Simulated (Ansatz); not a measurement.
# Geometry relaxation, with input and output: Al₂₄O₃₅ (charge +2) (part 4 of 4)

Continued. System: Al₂₄O₃₅ (defect cell, 59 atoms in the cell, total charge +2). Method: DFT PBE, scalar-relativistic, plane waves, PAW, no spin polarisation (Ansatz 0.2.0); cutoff 420 eV, 2×2×2 k-mesh, Gaussian smearing of 0.01 eV. The structure derives from an entry of the Crystallography Open Database.

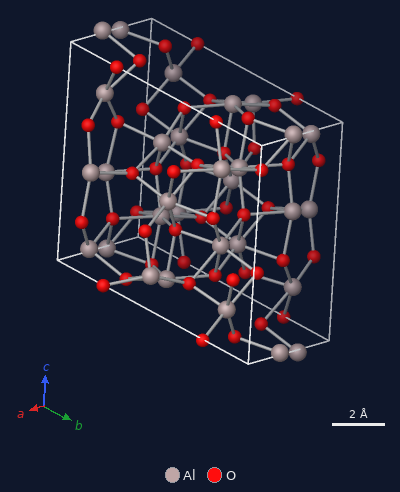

**Figure 1.** The geometry at step 4 of the log (ball-and-stick view of the cell of the calculation, seen slightly off an axis).

Trajectory as extended XYZ, continued:
```
59
Lattice="0.0000 8.3289 0.0000 7.2131 -1.3882 -4.3745 -7.2131 -1.3882 -4.3745" Properties=species:S:1:pos:R:3:forces:R:3 step=2 energy=-32866.26855
Al    4.8055    5.5565   -4.1275    0.0338  -0.0729  -0.0921
Al    2.4002    1.3977   -4.1249   -0.0564   0.1088  -0.0620
Al   -4.9324    5.5313   -4.0170   -0.4945   0.2822   0.5763
Al    0.0387    0.0059   -8.5145    0.0509   0.0182  -0.0708
Al   -0.0223    5.5306   -4.1393    0.1226   0.0146   0.0536
Al   -2.3998    1.3450   -4.1033   -0.0595  -0.3816   0.1091
Al   -2.4076    6.9315   -2.4289    0.0186   0.0973   0.0854
Al    2.4008    1.3717   -6.8062   -0.0766  -0.1518   0.0932
Al    2.2802    6.9360   -2.5503   -0.4917   0.1857  -0.4828
Al    0.0379    2.7643   -2.4169    0.0431  -0.0301   0.0712
Al   -0.0205    5.5668   -6.7946    0.1316  -0.0486  -0.0740
Al   -2.4005    1.4252   -6.8292   -0.0560   0.3852  -0.1113
Al   -2.3188    3.9938   -4.4839    0.6082  -0.7227   0.4446
Al   -4.7977   -0.0104   -4.6228   -0.0236   0.1007   0.0444
Al    2.3941    4.1597   -4.6216   -0.0085  -0.1456  -0.0759
Al   -0.0099    0.0108   -4.6266    0.1152   0.0427   0.1552
Al   -0.0069    5.5504   -0.2442   -0.3355  -0.0988   0.0593
Al    4.8164   -0.0005   -4.6633    0.0020  -0.0811  -0.3785
Al   -2.3962    4.1594   -1.8891    0.0297   0.0714   0.4519
Al    2.3955   -1.3901   -6.3106    0.0007   0.1318   0.0595
Al    2.4155    4.1665   -1.9338   -0.0130  -0.1653  -0.0380
Al   -0.0055   -0.0030   -1.9384   -0.2870   0.0954  -0.0386
Al   -0.0110    2.7600   -6.3053    0.0954  -0.0218  -0.1309
Al   -2.3056   -1.2205   -6.4285    0.3498   0.6992  -0.8299
O     1.4993    2.7728   -1.0910   -0.1432   0.0098  -0.0053
O     1.4613    5.5498   -5.4656   -0.0614  -0.0011   0.0034
O    -0.9495    1.3849   -5.4662    0.0725  -0.0033   0.0007
O    -0.9221    6.9379   -1.0917    0.0072  -0.0121   0.0001
O     3.8665    1.3850   -5.4659   -0.0556   0.0209  -0.0186
O    -3.1405    2.6513   -5.4493    0.1691   0.5567   0.1396
O     1.7481   -0.1717   -1.1001    0.3948  -0.1779   0.0068
O     1.6657    2.6623   -5.4744   -0.0323   0.0280  -0.0283
O    -0.7649   -1.4998   -5.4711   -0.3635  -0.0878  -0.2849
O    -0.7079    4.0598   -1.1065    0.0278   0.0851  -0.0762
O     4.0675   -1.5071   -5.4691    0.0317  -0.0678   0.0127
O    -0.7643    4.2714   -5.4627   -0.4916   0.0782   0.4076
O    -3.1405    0.1198   -5.4823    0.1859  -0.5299  -0.1174
O     4.0667    4.2780   -5.4615    0.0357   0.0475  -0.0197
O     1.6658    0.1072   -5.4583   -0.0478  -0.0205   0.0256
O     1.7500    5.7206   -1.0829    0.3829   0.0710  -0.0454
O    -0.7095    1.4874   -1.0763    0.0380  -0.0715   0.0651
O    -1.4719    2.7937   -7.6570   -0.1352  -0.1380   0.0706
O     3.3438   -0.0198   -3.2538    0.2121  -0.2358   0.5824
O    -3.8669    4.1784   -3.3080    0.1561   0.1688  -0.4952
O     0.9370   -1.4049   -7.6588   -0.0268  -0.0473   0.0196
O     0.9366    4.1760   -3.2715   -0.0180   0.0476  -0.0184
O    -1.4709   -0.0238   -3.2753   -0.1422   0.1452  -0.0803
O    -1.7059    5.6748   -7.6171   -0.0732   0.3047   0.4527
O     3.1407    2.9041   -3.2815    0.0158   0.0464   0.0380
O    -4.0541    7.0137   -3.3201   -0.0521  -0.3135  -0.3206
O     0.7508    1.5153   -7.6673   -0.0069   0.0156  -0.0172
O     0.6593    7.0450   -3.3089    0.3811  -0.0658   0.1415
O    -1.6565    2.8185   -3.1999   -0.2455   0.3916  -0.5604
O     3.1561    5.4749   -3.2367    0.0391   0.1593   0.2495
O     0.7488    1.2565   -3.2658   -0.0082  -0.0197   0.0099
O     0.6620    4.0520   -7.6237    0.3803   0.0451  -0.1592
O    -1.6545   -0.0442   -7.7334   -0.2807  -0.4673   0.6475
O    -1.7080    5.4225   -3.3152   -0.0621  -0.2471  -0.4161
O    -4.0715    1.2549   -3.2764    0.0158  -0.0283  -0.0290
59
Lattice="0.0000 8.3289 0.0000 7.2131 -1.3882 -4.3745 -7.2131 -1.3882 -4.3745" Properties=species:S:1:pos:R:3:forces:R:3 step=3 energy=-32866.45173
Al    4.8020    5.5680   -4.1206   -0.0046   0.0340   0.0107
Al    2.4040    1.3981   -4.1173   -0.0039   0.0115  -0.0104
Al   -4.9456    5.5350   -3.9980    0.0544  -0.0124  -0.0055
Al    0.0400    0.0077   -8.5141   -0.0207  -0.0246   0.0246
Al   -0.0248    5.5303   -4.1421   -0.0248   0.0045   0.0213
Al   -2.4060    1.3057   -4.1105   -0.0042   0.0056   0.0028
Al   -2.4112    6.9191   -2.4367   -0.0041  -0.0314  -0.0101
Al    2.4040    1.3720   -6.8142   -0.0012  -0.0150   0.0067
Al    2.2680    6.9523   -2.5598    0.0487   0.0084   0.0064
Al    0.0395    2.7620   -2.4172   -0.0162   0.0260  -0.0263
Al   -0.0248    5.5683   -6.7898   -0.0259  -0.0034  -0.0187
Al   -2.4063    1.4641   -6.8206   -0.0009  -0.0064  -0.0066
Al   -2.2809    3.9504   -4.4463   -0.0567   0.0692  -0.0448
Al   -4.7965   -0.0211   -4.6329    0.0084   0.0004  -0.0305
Al    2.3876    4.1586   -4.6167    0.0093  -0.0123   0.0005
Al   -0.0050    0.0049   -4.6246    0.0110   0.0004  -0.0218
Al   -0.0191    5.5471   -0.2452   -0.0117   0.0251  -0.0076
Al    4.8116   -0.0108   -4.6989   -0.0069  -0.0113   0.0128
Al   -2.4014    4.1693   -1.8586   -0.0055   0.0094  -0.0113
Al    2.3875   -1.3888   -6.3150    0.0114   0.0139   0.0003
Al    2.4160    4.1791   -1.9241    0.0104   0.0001   0.0297
Al   -0.0190   -0.0013   -1.9368   -0.0095  -0.0233   0.0008
Al   -0.0050    2.7647   -6.3066    0.0061   0.0019   0.0186
Al   -2.2804   -1.1804   -6.4857   -0.0591  -0.0706   0.0487
O     1.4891    2.7733   -1.0909    0.0120  -0.0037  -0.0038
O     1.4544    5.5492   -5.4661   -0.0124   0.0012   0.0022
O    -0.9402    1.3845   -5.4658    0.0039   0.0050   0.0007
O    -0.9269    6.9376   -1.0911   -0.0114  -0.0023  -0.0005
O     3.8617    1.3852   -5.4659    0.0014   0.0000   0.0004
O    -3.1275    2.6769   -5.4470   -0.0308  -0.1044  -0.0616
O     1.7620   -0.1811   -1.1062   -0.0130   0.0397   0.0236
O     1.6696    2.6642   -5.4753   -0.0157  -0.0060  -0.0121
O    -0.7828   -1.4976   -5.4848    0.0957   0.0021  -0.0090
O    -0.7122    4.0616   -1.1099    0.0314   0.0042   0.0022
O     4.0636   -1.5127   -5.4766   -0.0057  -0.0291  -0.0053
O    -0.7830    4.2675   -5.4469    0.0945  -0.0050   0.0078
O    -3.1272    0.0921   -5.4842   -0.0312   0.1092   0.0576
O     4.0636    4.2828   -5.4551   -0.0059   0.0271   0.0048
O     1.6697    0.1060   -5.4565   -0.0176   0.0028   0.0133
O     1.7616    5.7269   -1.0767   -0.0128  -0.0344  -0.0214
O    -0.7121    1.4845   -1.0725    0.0319  -0.0028  -0.0054
O    -1.4759    2.8000   -7.6584    0.0068  -0.0175  -0.0050
O     3.3594   -0.0208   -3.2274   -0.0634   0.0455  -0.0311
O    -3.8539    4.1792   -3.3305   -0.0633  -0.0466   0.0352
O     0.9355   -1.4098   -7.6610    0.0113   0.0153   0.0046
O     0.9353    4.1793   -3.2708    0.0109  -0.0149  -0.0036
O    -1.4755   -0.0300   -3.2728    0.0028   0.0145   0.0059
O    -1.7073    5.6956   -7.6065    0.0387  -0.0502  -0.0264
O     3.1392    2.9126   -3.2732   -0.0058   0.0131  -0.0118
O    -4.0540    6.9951   -3.3334    0.0041   0.0296  -0.0037
O     0.7508    1.5199   -7.6708   -0.0206  -0.0069   0.0134
O     0.6655    7.0411   -3.3116   -0.0156   0.0237  -0.0223
O    -1.6576    2.8018   -3.2089    0.0445  -0.0500   0.0272
O     3.1590    5.4918   -3.2240    0.0052  -0.0295   0.0056
O     0.7509    1.2498   -3.2608   -0.0227   0.0115  -0.0088
O     0.6654    4.0578   -7.6202   -0.0170  -0.0280   0.0233
O    -1.6570   -0.0316   -7.7226    0.0382   0.0507  -0.0282
O    -1.7073    5.4038   -3.3255    0.0366   0.0437   0.0293
O    -4.0735    1.2450   -3.2836   -0.0102  -0.0076   0.0126
59
Lattice="0.0000 8.3289 0.0000 7.2131 -1.3882 -4.3745 -7.2131 -1.3882 -4.3745" Properties=species:S:1:pos:R:3:forces:R:3 step=4 energy=-32866.45503
Al    4.8016    5.5688   -4.1202   -0.0024  -0.0003  -0.0009
Al    2.4019    1.4011   -4.1189    0.0012  -0.0033   0.0054
Al   -4.9437    5.5336   -3.9975    0.0003  -0.0002  -0.0018
Al    0.0388    0.0050   -8.5129   -0.0031   0.0015  -0.0001
Al   -0.0235    5.5314   -4.1406   -0.0026   0.0039  -0.0036
Al   -2.4065    1.3067   -4.1095    0.0019   0.0016   0.0045
Al   -2.4115    6.9181   -2.4370   -0.0023   0.0006   0.0015
Al    2.4020    1.3688   -6.8127    0.0011   0.0025  -0.0060
Al    2.2693    6.9534   -2.5597    0.0010   0.0001   0.0022
Al    0.0387    2.7648   -2.4187   -0.0030  -0.0018   0.0003
Al   -0.0235    5.5674   -6.7910   -0.0024  -0.0033   0.0031
Al   -2.4065    1.4632   -6.8222    0.0022  -0.0023  -0.0042
Al   -2.2838    3.9522   -4.4504    0.0049  -0.0002   0.0040
Al   -4.7970   -0.0201   -4.6342   -0.0047  -0.0033  -0.0002
Al    2.3883    4.1579   -4.6173    0.0033   0.0025  -0.0005
Al   -0.0043    0.0068   -4.6263   -0.0023  -0.0025   0.0015
Al   -0.0203    5.5479   -0.2445   -0.0012  -0.0016  -0.0022
Al    4.8113   -0.0109   -4.6973    0.0005   0.0030  -0.0017
Al   -2.4018    4.1689   -1.8598    0.0008  -0.0035   0.0013
Al    2.3883   -1.3880   -6.3143    0.0034  -0.0024   0.0004
Al    2.4159    4.1781   -1.9230   -0.0037   0.0030   0.0002
Al   -0.0203   -0.0018   -1.9381   -0.0017   0.0021   0.0023
Al   -0.0043    2.7631   -6.3052   -0.0019   0.0024  -0.0023
Al   -2.2837   -1.1823   -6.4812    0.0043   0.0001  -0.0039
O     1.4894    2.7730   -1.0913    0.0024   0.0002  -0.0004
O     1.4564    5.5494   -5.4658   -0.0045  -0.0002   0.0001
O    -0.9407    1.3849   -5.4659    0.0047   0.0003   0.0003
O    -0.9276    6.9375   -1.0913   -0.0027   0.0000  -0.0001
O     3.8623    1.3849   -5.4658   -0.0019   0.0004   0.0000
O    -3.1286    2.6717   -5.4496    0.0031   0.0002  -0.0002
O     1.7605   -0.1795   -1.1048    0.0016   0.0005  -0.0006
O     1.6696    2.6632   -5.4761   -0.0032   0.0011   0.0002
O    -0.7763   -1.4966   -5.4880   -0.0023  -0.0019   0.0008
O    -0.7109    4.0621   -1.1111    0.0007  -0.0005  -0.0008
O     4.0630   -1.5139   -5.4749    0.0009  -0.0024  -0.0011
O    -0.7763    4.2664   -5.4436   -0.0020   0.0018  -0.0011
O    -3.1285    0.0982   -5.4821    0.0029  -0.0004   0.0003
O     4.0630    4.2838   -5.4568    0.0010   0.0024   0.0015
O     1.6696    0.1066   -5.4555   -0.0034  -0.0011  -0.0004
O     1.7605    5.7256   -1.0778    0.0016  -0.0004   0.0003
O    -0.7110    1.4840   -1.0715    0.0017   0.0006  -0.0001
O    -1.4762    2.7992   -7.6591    0.0007  -0.0008  -0.0012
O     3.3559   -0.0167   -3.2274    0.0004  -0.0026  -0.0008
O    -3.8572    4.1747   -3.3298   -0.0004   0.0030   0.0012
O     0.9373   -1.4100   -7.6606   -0.0012   0.0021   0.0022
O     0.9373    4.1798   -3.2710   -0.0014  -0.0025  -0.0021
O    -1.4762   -0.0294   -3.2726    0.0017   0.0010   0.0017
O    -1.7064    5.6927   -7.6060    0.0003   0.0036   0.0056
O     3.1392    2.9138   -3.2763   -0.0004   0.0014   0.0047
O    -4.0522    6.9956   -3.3359    0.0000  -0.0001  -0.0002
O     0.7481    1.5171   -7.6688    0.0010  -0.0004   0.0020
O     0.6661    7.0442   -3.3125    0.0001  -0.0020  -0.0032
O    -1.6569    2.8022   -3.2102    0.0023  -0.0019   0.0004
O     3.1608    5.4914   -3.2212   -0.0001  -0.0004   0.0001
O     0.7480    1.2527   -3.2629    0.0010   0.0012  -0.0014
O     0.6662    4.0546   -7.6191   -0.0001   0.0017   0.0032
O    -1.6570   -0.0324   -7.7215    0.0022   0.0020  -0.0002
O    -1.7064    5.4061   -3.3256    0.0004  -0.0032  -0.0057
O    -4.0738    1.2442   -3.2809   -0.0004  -0.0014  -0.0045
59
Lattice="0.0000 8.3289 0.0000 7.2131 -1.3882 -4.3745 -7.2131 -1.3882 -4.3745" Properties=species:S:1:pos:R:3:forces:R:3 step=5 energy=-32866.45503
Al    4.8016    5.5688   -4.1202   -0.0024  -0.0003  -0.0009
Al    2.4019    1.4011   -4.1189    0.0012  -0.0033   0.0054
Al   -4.9437    5.5336   -3.9975    0.0003  -0.0002  -0.0018
Al    0.0388    0.0050   -8.5129   -0.0031   0.0015  -0.0001
Al   -0.0235    5.5314   -4.1406   -0.0026   0.0039  -0.0036
Al   -2.4065    1.3067   -4.1095    0.0019   0.0016   0.0045
Al   -2.4115    6.9181   -2.4370   -0.0023   0.0006   0.0016
Al    2.4020    1.3688   -6.8127    0.0011   0.0025  -0.0060
Al    2.2693    6.9534   -2.5597    0.0010   0.0001   0.0022
Al    0.0387    2.7648   -2.4187   -0.0030  -0.0018   0.0003
Al   -0.0235    5.5674   -6.7910   -0.0025  -0.0033   0.0030
Al   -2.4065    1.4632   -6.8222    0.0022  -0.0023  -0.0043
Al   -2.2838    3.9522   -4.4504    0.0049  -0.0002   0.0040
Al   -4.7970   -0.0201   -4.6342   -0.0048  -0.0033  -0.0002
Al    2.3883    4.1579   -4.6173    0.0033   0.0025  -0.0004
Al   -0.0043    0.0068   -4.6263   -0.0023  -0.0025   0.0015
Al   -0.0203    5.5479   -0.2445   -0.0012  -0.0016  -0.0022
Al    4.8113   -0.0109   -4.6973    0.0005   0.0030  -0.0017
Al   -2.4018    4.1689   -1.8598    0.0008  -0.0035   0.0012
Al    2.3883   -1.3880   -6.3143    0.0034  -0.0024   0.0004
Al    2.4159    4.1781   -1.9230   -0.0037   0.0030   0.0002
Al   -0.0203   -0.0018   -1.9381   -0.0017   0.0022   0.0023
Al   -0.0043    2.7631   -6.3052   -0.0019   0.0024  -0.0023
Al   -2.2837   -1.1823   -6.4812    0.0043   0.0001  -0.0039
O     1.4894    2.7730   -1.0913    0.0024   0.0002  -0.0004
O     1.4564    5.5494   -5.4658   -0.0045  -0.0002   0.0001
O    -0.9407    1.3849   -5.4659    0.0048   0.0003   0.0003
O    -0.9276    6.9375   -1.0913   -0.0027   0.0000  -0.0001
O     3.8623    1.3849   -5.4658   -0.0019   0.0004   0.0000
O    -3.1286    2.6717   -5.4496    0.0031   0.0002  -0.0002
O     1.7605   -0.1795   -1.1048    0.0016   0.0005  -0.0006
O     1.6696    2.6632   -5.4761   -0.0032   0.0011   0.0002
O    -0.7763   -1.4966   -5.4880   -0.0023  -0.0019   0.0008
O    -0.7109    4.0621   -1.1111    0.0007  -0.0005  -0.0008
O     4.0630   -1.5139   -5.4749    0.0009  -0.0024  -0.0011
O    -0.7763    4.2664   -5.4436   -0.0020   0.0018  -0.0011
O    -3.1285    0.0982   -5.4821    0.0029  -0.0004   0.0003
O     4.0630    4.2838   -5.4568    0.0010   0.0024   0.0015
O     1.6696    0.1066   -5.4555   -0.0034  -0.0011  -0.0004
O     1.7605    5.7256   -1.0778    0.0016  -0.0005   0.0004
O    -0.7110    1.4840   -1.0715    0.0017   0.0007  -0.0001
O    -1.4762    2.7992   -7.6591    0.0007  -0.0008  -0.0012
O     3.3559   -0.0167   -3.2274    0.0004  -0.0026  -0.0008
O    -3.8572    4.1747   -3.3298   -0.0004   0.0031   0.0012
O     0.9373   -1.4100   -7.6606   -0.0012   0.0021   0.0022
O     0.9373    4.1798   -3.2710   -0.0014  -0.0026  -0.0021
O    -1.4762   -0.0294   -3.2726    0.0017   0.0010   0.0017
O    -1.7064    5.6927   -7.6060    0.0003   0.0036   0.0056
O     3.1392    2.9138   -3.2763   -0.0004   0.0014   0.0048
O    -4.0522    6.9956   -3.3359    0.0000  -0.0001  -0.0002
O     0.7481    1.5171   -7.6688    0.0010  -0.0004   0.0020
O     0.6661    7.0442   -3.3125    0.0001  -0.0020  -0.0032
O    -1.6569    2.8022   -3.2102    0.0023  -0.0019   0.0005
O     3.1608    5.4914   -3.2212   -0.0001  -0.0004   0.0000
O     0.7480    1.2527   -3.2629    0.0010   0.0012  -0.0014
O     0.6662    4.0546   -7.6191   -0.0001   0.0017   0.0032
O    -1.6570   -0.0324   -7.7215    0.0022   0.0020  -0.0002
O    -1.7064    5.4061   -3.3256    0.0004  -0.0032  -0.0057
O    -4.0738    1.2442   -3.2809   -0.0004  -0.0014  -0.0045
```

Results in brief:

- outcome: converged
- electrons treated: 280
- free energy: −32866.4550 eV
- Fermi energy: 9.134 eV
- gap on the k-point mesh: 3.97 eV
- final volume: 525.61 Å³
- largest force (length of the vector) at the end: 0.007 eV/Å
- hardware: 8 threads of Oxide Virtual Turin-like (Zen 5), 32 GiB of memory available, shared host
- wall time: 42 s (CPU time 4.9 min)
- peak memory: 2.2 GiB

Notes:

The cell is charged and computed with a neutralising background, so its energy and pressure depend on the cell and aren't those of a real crystal.
